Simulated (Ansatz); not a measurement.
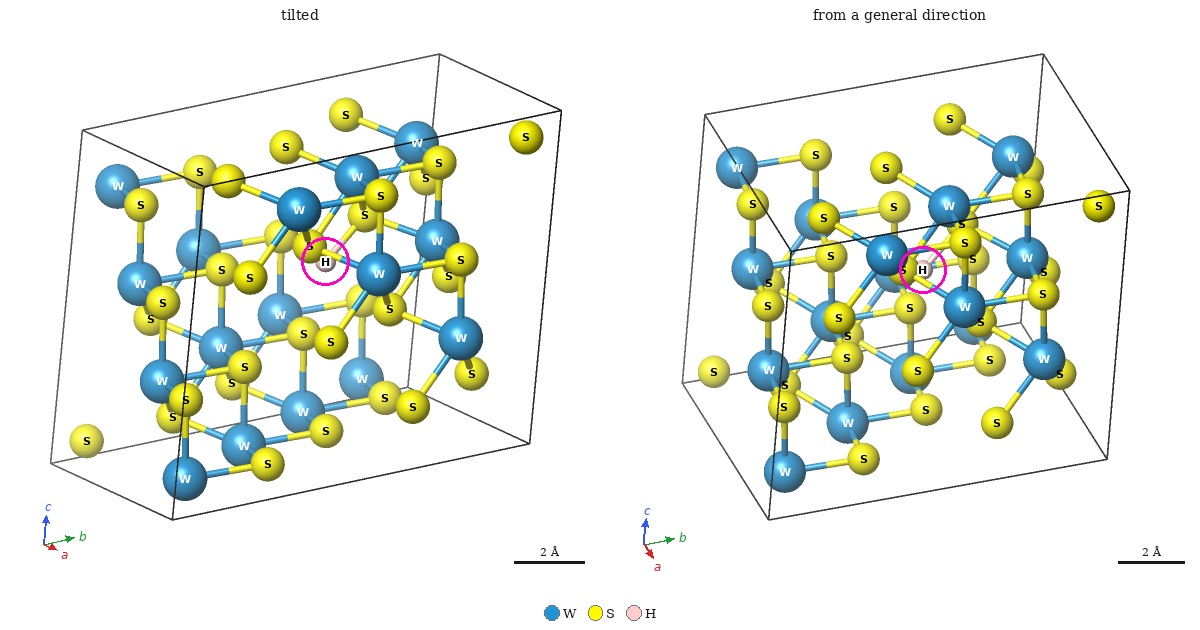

An orthographic ball-and-stick view of the structure, slightly off an axis and from a general direction. The supercell is outlined; an atom on or near a face, edge or corner is repeated at each equivalent position. The host is WS₂, in a cell of 48 sites, and the cell carries a charge of -1. A ring marks the defect's site.

> Identify the point defect.

An interstitial hydrogen atom. It is bonded to two S in a bent arrangement at about 1.9 Å. Not all metal-metal contacts are counted.

The atoms were relaxed in the host's cell with Ansatz, DFT PBE, scalar-relativistic, plane waves, PAW.
